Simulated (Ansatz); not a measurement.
## Run report: Fe₁₃Co₃, single-point calculation (part 2 of 2)

The same run, continued: Fe₁₃Co₃ (16 atoms in the cell); DFT r2SCAN, scalar-relativistic, plane waves, PAW, spin-polarised (Ansatz 0.2.0); cutoff 500 eV, 4×4×4 k-mesh, Gaussian smearing of 0.1 eV, collinear spins. The structure derives from a Materials Project entry.

Output, continued:
```
  k-point 0 ↑: bands = ["-82.1743", "-82.1132", "-82.1096", "-74.2252", "-74.2133", "-74.2133", "-74.2133", "-74.2085", "-74.2085", "-74.2085", "-74.2038", "-73.9683", "-73.9473", "-73.9439", "-73.7352", "-73.7330", "-43.9825", "-43.9825", "-43.9527", "-43.9473", "-43.9090", "-43.9090", "-43.9086", "-43.9000", "-43.9000", "-39.0233", "-39.0204", "-39.0114", "-39.0114", "-38.9843", "-38.9843", "-38.9797", "-38.9797", "-38.9658", "-38.9569", "-38.9511", "-38.9199", "-38.9033", "-38.8987", "-38.8952",
      "-38.8952", "-38.8622", "-38.8585", "-38.8585", "-38.8501", "-38.8189", "-38.8189", "-38.7976", "-38.7926", "-38.6403", "-38.6403", "-38.6376", "-38.6164", "-38.6164", "-38.6155", "-38.5949", "-38.5949", "-38.5839", "-38.4242", "-38.4242", "-38.4034", "-38.4034", "-38.3983", "-38.3734", "9.2628", "12.4453", "12.4696", "12.5316", "12.5591", "12.5835", "12.5836", "12.5863", "12.5863", "12.9560", "12.9565", "12.9565", "12.9594", "13.0249", "13.0605", "13.8670",
      "13.9155", "13.9155", "13.9340", "13.9340", "13.9829", "14.0591", "14.0591", "14.0605", "14.2343", "14.2343", "14.2346", "14.2460", "14.2547", "14.2607", "14.2607", "14.3096", "14.4370", "14.9285", "14.9455", "14.9455", "15.2375", "15.2885", "15.2885", "15.3211", "15.3211", "15.3530", "15.3775", "15.4409", "15.4409", "15.5204", "15.5204", "15.6101", "15.7967", "15.8261", "15.9200", "15.9232", "15.9904", "15.9943", "16.0623", "16.0991",
      "16.1012", "16.1012", "16.1965", "16.1976", "16.1976", "16.2009", "16.2297", "16.2320", "16.2320", "16.2352", "16.2358", "16.2731", "16.3093", "16.3407", "16.3467", "16.4733", "17.1799", "17.1799", "17.2316", "17.3747", "17.4625", "17.5267", "17.5267", "17.5316", "17.5316", "17.5347", "17.5420", "17.5814", "17.6046", "17.6046", "17.6863", "18.3748", "18.4407", "18.4407", "18.4933", "18.4933", "18.5631", "24.6888", "24.9081", "24.9694",
      "24.9724", "24.9724", "25.0598", "26.4760", "26.4771", "26.4771", "26.4870", "26.4878", "26.4878", "27.9665", "27.9665", "27.9768", "28.4603", "28.7558", "33.6244", "33.6298", "34.8690", "35.0136", "35.0136", "35.0651", "35.1369", "35.1369", "35.1521", "35.1521", "35.2130", "35.2130", "35.2808", "35.3027", "35.5130", "35.5938", "35.7069", "35.7100"]
  k-point 1 ↑: bands = ["-82.1743", "-82.1129", "-82.1099", "-74.2236", "-74.2150", "-74.2126", "-74.2126", "-74.2092", "-74.2092", "-74.2078", "-74.2045", "-73.9683", "-73.9473", "-73.9438", "-73.7352", "-73.7330", "-43.9825", "-43.9825", "-43.9488", "-43.9463", "-43.9135", "-43.9087", "-43.9087", "-43.9003", "-43.9003", "-39.0278", "-39.0153", "-39.0081", "-39.0081", "-38.9886", "-38.9886", "-38.9642", "-38.9642", "-38.9630", "-38.9527", "-38.9451", "-38.9234", "-38.9001", "-38.8924", "-38.8874",
      "-38.8874", "-38.8773", "-38.8773", "-38.8764", "-38.8577", "-38.8325", "-38.8325", "-38.7969", "-38.7933", "-38.6369", "-38.6369", "-38.6351", "-38.6146", "-38.6124", "-38.6124", "-38.5890", "-38.5890", "-38.5813", "-38.4253", "-38.4253", "-38.4054", "-38.4054", "-38.4022", "-38.3737", "9.5913", "11.8492", "12.5610", "12.6383", "12.6423", "12.6820", "12.6820", "12.6827", "12.7477", "12.7979", "13.0100", "13.0189", "13.0189", "13.0773", "13.2842", "13.6135",
      "13.8025", "13.8861", "13.8861", "13.9387", "13.9387", "13.9678", "14.0019", "14.0538", "14.0538", "14.1212", "14.1792", "14.2398", "14.2398", "14.4509", "14.6473", "14.6473", "14.9167", "14.9168", "14.9168", "14.9377", "14.9608", "14.9608", "15.0119", "15.0960", "15.1065", "15.1065", "15.4565", "15.5172", "15.5337", "15.6176", "15.6349", "15.6349", "15.6936", "15.6936", "15.7531", "15.8848", "15.8848", "15.8999", "15.9173", "15.9793",
      "16.0879", "16.0879", "16.1567", "16.1942", "16.1994", "16.2094", "16.2230", "16.2359", "16.2900", "16.2982", "16.3298", "16.3509", "16.4697", "16.4697", "16.5380", "16.5509", "16.5509", "16.5771", "16.6827", "17.0477", "17.0477", "17.1363", "17.2582", "17.3986", "17.3986", "17.5515", "17.6142", "17.6568", "17.6638", "17.6638", "18.2208", "18.3299", "18.3299", "18.3972", "19.6114", "19.7901", "19.7901", "24.0013", "24.0013", "24.9432",
      "25.0349", "25.7609", "25.8080", "25.8691", "25.9303", "26.0198", "26.0198", "26.1179", "28.5499", "28.5499", "29.1739", "29.1739", "29.9696", "30.2123", "31.6402", "31.9294", "31.9294", "32.0308", "32.4190", "32.4190", "33.7281", "34.6729", "34.8840", "34.8840", "34.9610", "35.3462", "35.3462", "35.3619", "35.5623", "36.1047", "36.4134", "36.4866"]
  k-point 2 ↑: bands = ["-82.1743", "-82.1126", "-82.1102", "-74.2204", "-74.2182", "-74.2112", "-74.2112", "-74.2106", "-74.2106", "-74.2065", "-74.2059", "-73.9683", "-73.9473", "-73.9438", "-73.7352", "-73.7330", "-43.9824", "-43.9824", "-43.9477", "-43.9403", "-43.9206", "-43.9085", "-43.9085", "-43.9005", "-43.9005", "-39.0301", "-39.0124", "-39.0039", "-39.0039", "-38.9923", "-38.9923", "-38.9580", "-38.9564", "-38.9394", "-38.9394", "-38.9262", "-38.9234", "-38.9075", "-38.9075", "-38.9003",
      "-38.8977", "-38.8783", "-38.8731", "-38.8704", "-38.8704", "-38.8541", "-38.8541", "-38.7954", "-38.7948", "-38.6345", "-38.6345", "-38.6329", "-38.6131", "-38.6082", "-38.6082", "-38.5830", "-38.5830", "-38.5788", "-38.4265", "-38.4265", "-38.4075", "-38.4075", "-38.4062", "-38.3740", "10.4922", "10.5582", "12.7962", "12.8595", "12.8653", "12.8913", "12.8913", "12.9209", "12.9258", "12.9258", "12.9968", "13.0197", "13.0291", "13.1010", "13.2314", "13.2402",
      "13.3487", "13.3548", "13.8467", "13.8467", "13.9059", "13.9059", "14.3255", "14.4081", "14.4081", "14.4208", "14.4208", "14.4217", "14.5082", "14.5210", "14.5507", "14.7089", "14.7188", "14.7188", "14.7819", "14.7819", "14.9530", "14.9586", "14.9586", "14.9973", "14.9973", "15.0338", "15.2284", "15.2770", "15.3978", "15.3978", "15.4351", "15.4351", "15.4504", "15.4875", "15.7183", "15.8440", "15.8978", "15.8978", "15.9028", "15.9256",
      "15.9450", "15.9450", "15.9519", "16.1378", "16.1841", "16.2105", "16.2123", "16.2297", "16.2736", "16.3309", "16.3704", "16.4574", "16.4587", "16.4587", "16.5045", "16.5045", "16.8243", "16.8437", "16.9488", "16.9548", "17.0088", "17.0088", "17.0760", "17.0760", "17.0940", "17.2227", "17.8694", "17.9521", "17.9553", "17.9752", "17.9752", "18.0098", "18.0098", "18.0504", "21.7228", "21.7228", "21.7912", "21.7912", "22.5188", "22.6799",
      "25.1910", "25.2314", "25.2782", "25.3017", "28.2949", "28.3231", "28.5106", "28.5106", "28.6417", "28.6541", "28.6541", "28.7380", "30.0984", "30.0984", "30.1852", "30.1852", "31.9659", "31.9659", "32.0852", "32.0852", "32.7879", "32.8838", "32.9207", "33.2576", "34.0360", "34.0821", "36.0220", "36.0354", "36.0750", "36.0750", "36.1720", "36.1866"]
  k-point 17 ↓: bands = ["-78.9480", "-78.9321", "-78.9246", "-69.8319", "-69.8319", "-69.8315", "-69.8315", "-69.8308", "-69.8281", "-69.8274", "-69.8270", "-69.6954", "-69.6946", "-69.6946", "-69.6305", "-69.6305", "-40.8021", "-40.8021", "-40.8019", "-40.7972", "-40.7957", "-40.7890", "-40.7890", "-40.7791", "-40.7791", "-34.6545", "-34.6486", "-34.6482", "-34.6445", "-34.6422", "-34.6422", "-34.6419", "-34.6415", "-34.6415", "-34.6341", "-34.6307", "-34.6289", "-34.6229", "-34.6229", "-34.6204",
      "-34.5649", "-34.5632", "-34.5613", "-34.5613", "-34.5600", "-34.5600", "-34.5580", "-34.5580", "-34.5579", "-34.3701", "-34.3692", "-34.3608", "-34.3576", "-34.3576", "-34.3500", "-34.3491", "-34.3491", "-34.3417", "-34.3213", "-34.3197", "-34.3002", "-34.2984", "-34.2953", "-34.2953", "12.1060", "12.1342", "12.1638", "12.3342", "12.3342", "12.3554", "12.3554", "12.3775", "15.9747", "16.0269", "16.0527", "16.0527", "16.0881", "16.0881", "16.0895", "16.0908",
      "16.1158", "16.1364", "16.1466", "16.1747", "16.1747", "16.2876", "16.2876", "16.3472", "16.4340", "16.4428", "16.4910", "16.4910", "16.5311", "16.5311", "16.6266", "16.6788", "16.6788", "16.9354", "16.9937", "17.0330", "17.0330", "17.0907", "17.0971", "17.0991", "17.1162", "17.1408", "17.1408", "17.1506", "17.1625", "17.1625", "17.1801", "17.1817", "19.8363", "19.8413", "19.8563", "19.9078", "19.9078", "19.9081", "19.9202", "19.9208",
      "19.9351", "19.9351", "19.9761", "19.9761", "20.0103", "20.0337", "20.0445", "20.4546", "20.4576", "20.4576", "20.4788", "20.4864", "20.5511", "20.5511", "20.5611", "20.5643", "20.6225", "20.6283", "20.6301", "20.6301", "20.6349", "20.6349", "20.6586", "20.6864", "20.6864", "20.7295", "20.7295", "20.7335", "20.7505", "20.7505", "20.7709", "20.8005", "26.0179", "26.2009", "26.2018", "26.2018", "26.2213", "26.2275", "26.2275", "26.2979",
      "26.3428", "26.3535", "26.3911", "26.4713", "26.4713", "26.5059", "26.5059", "26.5986", "28.3589", "28.4040", "28.4699", "28.7707", "28.7707", "28.8460", "28.8460", "28.8891", "34.6968", "34.6968", "34.7201", "34.7493", "34.7493", "34.7627", "34.8125", "34.8754", "34.9658", "34.9658", "34.9895", "35.0005", "35.0125", "35.0125", "35.0245", "35.0650"]
--- Löwdin populations: 16 sites ---
  site symbol       q [e]    m [muB]
     0     Fe     15.7603     2.7644
     1     Fe     15.7253     2.8504
     2     Fe     15.7253     2.8504
     3     Fe     15.7253     2.8504
     4     Fe     15.7253     2.8504
     5     Fe     15.7516     2.7767
     6     Fe     15.7253     2.8504
     7     Fe     15.7253     2.8504
     8     Fe     15.7253     2.8504
     9     Fe     15.7603     2.7644
    10     Fe     15.7980     2.6697
    11     Fe     15.7253     2.8504
    12     Fe     15.7980     2.6697
    13     Co     16.7158     1.8828
    14     Co     16.7322     1.8603
    15     Co     16.7361     1.8546
  spilling = 0.016005 (of n_electrons = 259.000000)
```

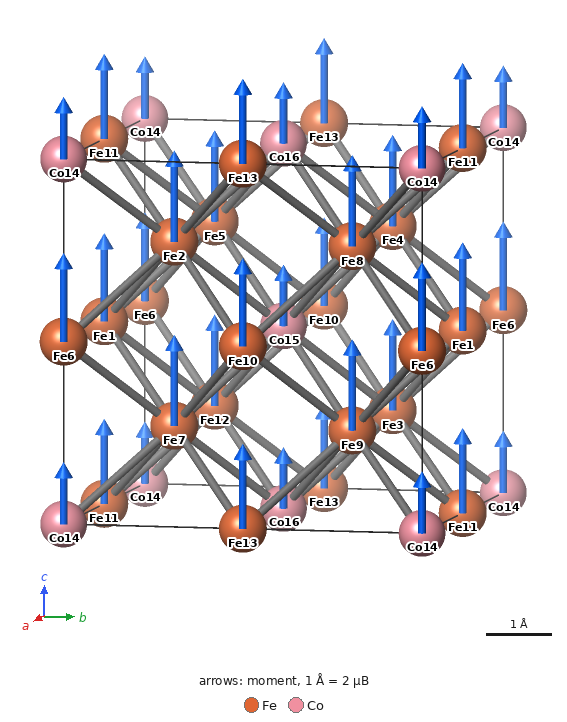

*Magnetic moments of the sites as blue arrows (ball-and-stick view of the cell of the calculation, seen slightly off an axis; atoms are numbered from 1 in the order of the input); small moments hardly show. The run is collinear, so the axis drawn is arbitrary.*

Site moments: Fe2, Fe3, Fe4, Fe5, Fe7, Fe8 and 2 more (2.84 μB); Fe6 (2.77 μB); Fe1, Fe10 (2.75 μB); Fe11, Fe13 (2.65 μB); Co14 (1.94 μB); Co15, Co16 (1.91 μB). They are counted near the atoms and needn't add up to the moment of the cell.

The run was set up as follows.

Input:
```yaml
crystal:
  lattice:
    - [5.692663685, 0.0, 0.0]
    - [0.0, 5.692663685, 0.0]
    - [0.0, 0.0, 5.69106878]
  atoms:
    - { symbol: Fe, position: [0.5, 0.0, 0.5], spin: 4.0 }
    - { symbol: Fe, position: [0.74829272, 0.25170728, 0.75230013], spin: 4.0 }
    - { symbol: Fe, position: [0.25170728, 0.74829272, 0.24769987], spin: 4.0 }
    - { symbol: Fe, position: [0.25170728, 0.74829272, 0.75230013], spin: 4.0 }
    - { symbol: Fe, position: [0.25170728, 0.25170728, 0.75230013], spin: 4.0 }
    - { symbol: Fe, position: [0.0, 0.0, 0.5], spin: 4.0 }
    - { symbol: Fe, position: [0.74829272, 0.25170728, 0.24769987], spin: 4.0 }
    - { symbol: Fe, position: [0.74829272, 0.74829272, 0.75230013], spin: 4.0 }
    - { symbol: Fe, position: [0.74829272, 0.74829272, 0.24769987], spin: 4.0 }
    - { symbol: Fe, position: [0.0, 0.5, 0.5], spin: 4.0 }
    - { symbol: Fe, position: [0.5, 0.0, 0.0], spin: 4.0 }
    - { symbol: Fe, position: [0.25170728, 0.25170728, 0.24769987], spin: 4.0 }
    - { symbol: Fe, position: [0.0, 0.5, 0.0], spin: 4.0 }
    - { symbol: Co, position: [0.0, 0.0, 0.0], spin: 3.0 }
    - { symbol: Co, position: [0.5, 0.5, 0.5], spin: 3.0 }
    - { symbol: Co, position: [0.5, 0.5, 0.0], spin: 3.0 }
basis:
  ecutwfc: 500
kpoints:
  mp_grid: { grid: [4, 4, 4] }
hamiltonian:
  xc: r2scan
scf:
  occupations: { method: gaussian, width: 0.1 }
  lower_state_search: "off"
output:
  forces: true
  stress: true
  eigenvalues: true
  populations: true
magnetization:
  spin_polarized: true
```

Launch command:
```bash
ansatz run input.yaml --threads 4 --pin off --max-ram 10240MiB --backend cpu --events-out ev --progress --plain --runs-dir out
```

Summary:

| quantity | value |
| --- | --- |
| outcome | converged |
| space group (tolerance 0.01 Å) | P4/mmm (123) |
| electrons treated | 259 |
| free energy | −73712.7098 eV |
| Fermi energy | 18.064 eV |
| gap on the k-point mesh | none (metallic) |
| net moment of the cell | 39.68 μB |
| integrated absolute moment | 44.82 μB |
| pressure | −0.04 GPa |
| largest force (length of the vector) | 0.051 eV/Å |
| hardware | 4 threads of Oxide Virtual Turin-like (Zen 5), 32 GiB of memory available, shared host |
| wall time | 90 s (CPU time 5.3 min) |
| peak memory | 2.2 GiB |

Notes:

The electronic state found may not be the lowest one. The program warns: the state was not tested for a lower one.
